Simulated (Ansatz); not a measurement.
## Electronic structure of CdO2 in real space

```yaml
crystal:
  lattice:
    - [5.38930, 0.00000, 0.00000]
    - [0.00000, 5.38930, 0.00000]
    - [0.00000, 0.00000, 5.38930]
  atoms:
    - { symbol: Cd, position: [0.50000, 0.00000, 0.00000] }
    - { symbol: Cd, position: [0.00000, 0.00000, 0.50000] }
    - { symbol: Cd, position: [0.00000, 0.50000, 0.00000] }
    - { symbol: Cd, position: [0.50000, 0.50000, 0.50000] }
    - { symbol: O, position: [0.08019, 0.41981, 0.58019] }
    - { symbol: O, position: [0.41981, 0.58019, 0.08019] }
    - { symbol: O, position: [0.58019, 0.08019, 0.41981] }
    - { symbol: O, position: [0.91981, 0.91981, 0.91981] }
    - { symbol: O, position: [0.08019, 0.08019, 0.08019] }
    - { symbol: O, position: [0.41981, 0.91981, 0.58019] }
    - { symbol: O, position: [0.58019, 0.41981, 0.91981] }
    - { symbol: O, position: [0.91981, 0.58019, 0.41981] }
```

Space group Pa-3; a structure generated by program, which may or may not match a known phase; computed pressure about −5 GPa in this cell.

Theory: DFT r2SCAN, scalar-relativistic, plane waves, PAW (Ansatz 0.2.0).

Core electrons are frozen (PAW), and the valence fields are smoothed inside the atomic spheres.

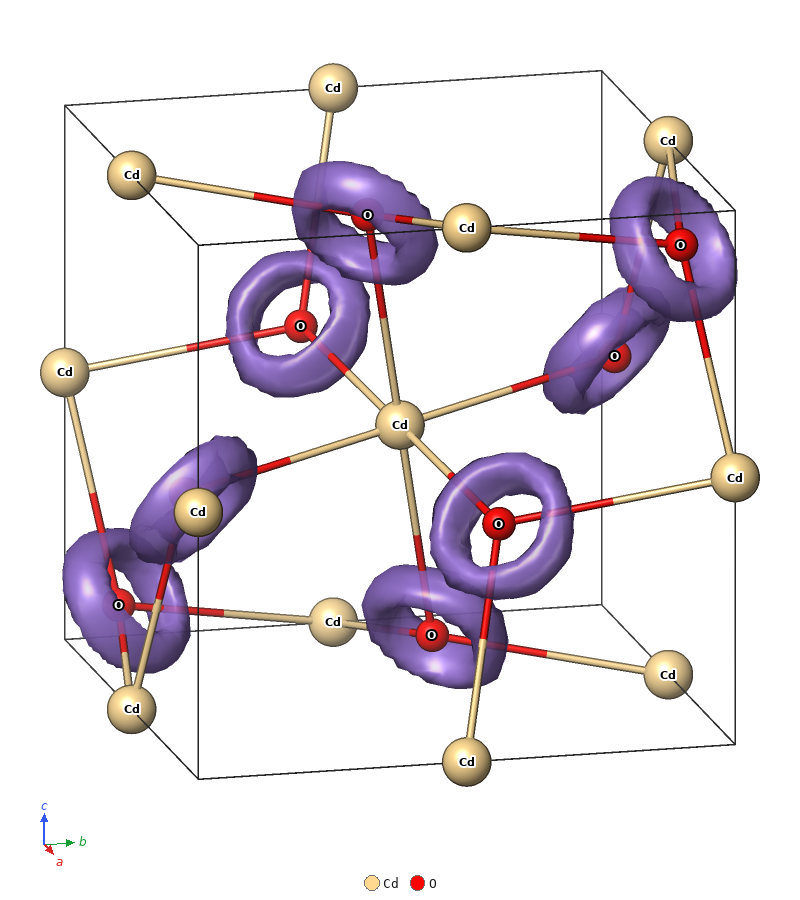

Figure 1. Isosurface of the ELF at 0.85 (purple), seen slightly off an axis. Only the valence region is drawn (cores and ρ < 0.01 e/Å³ removed). Sticks mark near contacts.

Describe the localisation domains.

The surface consists of eight regions wrapped around O (the valence shell of each), counted in one cell of 12 atoms. Regions shared between cells count once.


O–O (1.50 Å): the ELF peaks at about 0.70 between the atoms. Cd–O (2.34 Å): the ELF peaks at about 0.90 in the valence shell of O, 0.6 Å from its nucleus, and drops to about 0.10 between the two atoms; no localised pair shows between them.

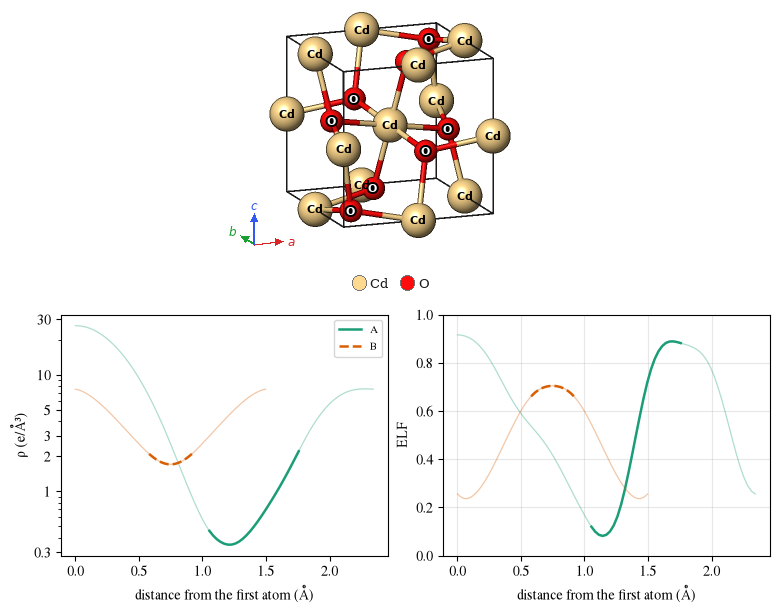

Figure 2. Valence pseudo-density and ELF along straight lines between neighbouring atoms. Thin, pale parts lie inside the atomic spheres. The structure is drawn too.

Which curve belongs to which contact (Cd–O and O–O)? The first atom named is at distance zero.

Curve A: Cd–O (2.34 Å): ρ at the midpoint is about 0.36 e/Å³; the ELF peaks at about 0.90 in the valence shell of O, 0.6 Å from its nucleus, and drops to about 0.10 between the two atoms (no localised pair shows between them). Curve B: O–O (1.50 Å): the density is about 1.7 e/Å³ at the midpoint; the ELF peaks at about 0.70 between the atoms.

Does the calculation give a band gap?

It is gapped, with a Kohn–Sham gap of 1.8 eV on the k-point mesh (the band edges may lie off the mesh, which would make the gap smaller).
